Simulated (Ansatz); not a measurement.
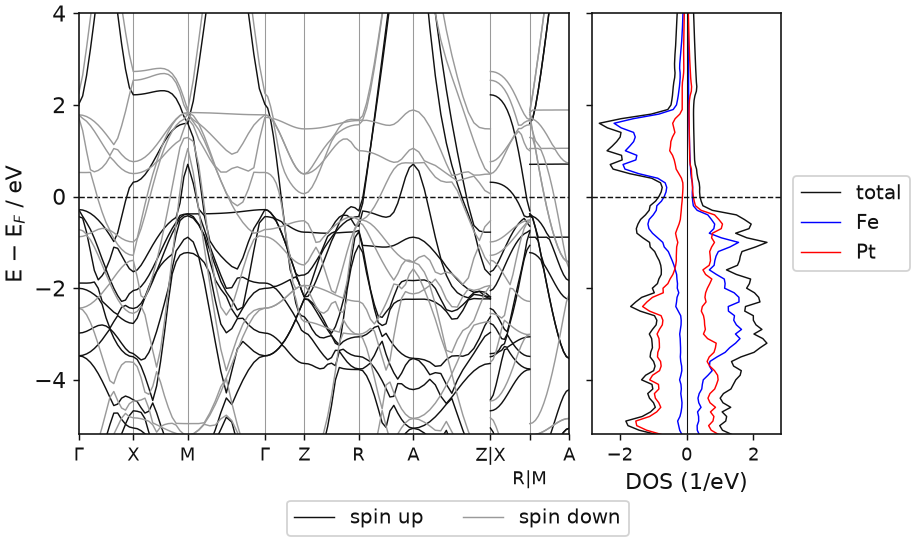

Band structure and density of states. Energies are counted from the Fermi level. The partial curves are projected on Löwdin-orthogonalised atomic shells. Spin-down states are drawn negative.

This input was run:

```
crystal:
  lattice:
    - [2.6867834646, 0.0, 0.0]
    - [0.0, 2.6867834646, 0.0]
    - [0.0, 0.0, 3.7173957997]
  atoms:
    - { symbol: Fe, position: [0.0, 0.0, 0.0], spin: 3.17 }
    - { symbol: Pt, position: [0.5, 0.5, 0.5], spin: 0.41 }
basis:
  ecutwfc: 420
kpoints:
  mp_grid: { grid: [16, 16, 12] }
  band_path:
    path:
      - [[0.0, 0.0, 0.0], [0.0, 0.5, 0.0], [0.5, 0.5, 0.0], [0.0, 0.0, 0.0], [0.0, 0.0, 0.5], [0.0, 0.5, 0.5], [0.5, 0.5, 0.5], [0.0, 0.0, 0.5]]
      - [[0.0, 0.5, 0.0], [0.0, 0.5, 0.5]]
      - [[0.5, 0.5, 0.0], [0.5, 0.5, 0.5]]
    npoints: 14
hamiltonian:
  xc: pbesol
scf:
  occupations: { method: gaussian, width: 0.1 }
  n_extra_bands: 6
output:
  forces: true
  stress: true
  eigenvalues: true
  populations: true
  dos: { projected: true, de: 0.02, nscf_kmesh: { grid: [24, 24, 18] } }
  bader: true
  write_density: true
  write_potential: true
  elf: true
  volumetric_format: npy
magnetization:
  spin_polarized: true
checkpoint:
  read: start.run
  write: ck
  compress: false
  write_wavefunctions: false
  write_every: 100000
```

Run as:
```bash
ansatz run input.yaml --threads 1 --pin off --max-ram 2560MiB --backend cpu --events-out ev --progress --plain --runs-dir out
```

Does this material conduct, going by its bands?

Answer. A metal: 3 spin-up and 4 spin-down bands cross the Fermi level along this path.

Is the cell magnetic? Give the net moment.

Answer. The two spin channels differ: the cell has a net moment of 3.2 μB, with spin up in the majority.

Spin-orbit coupling is left out, which matters for Pt.
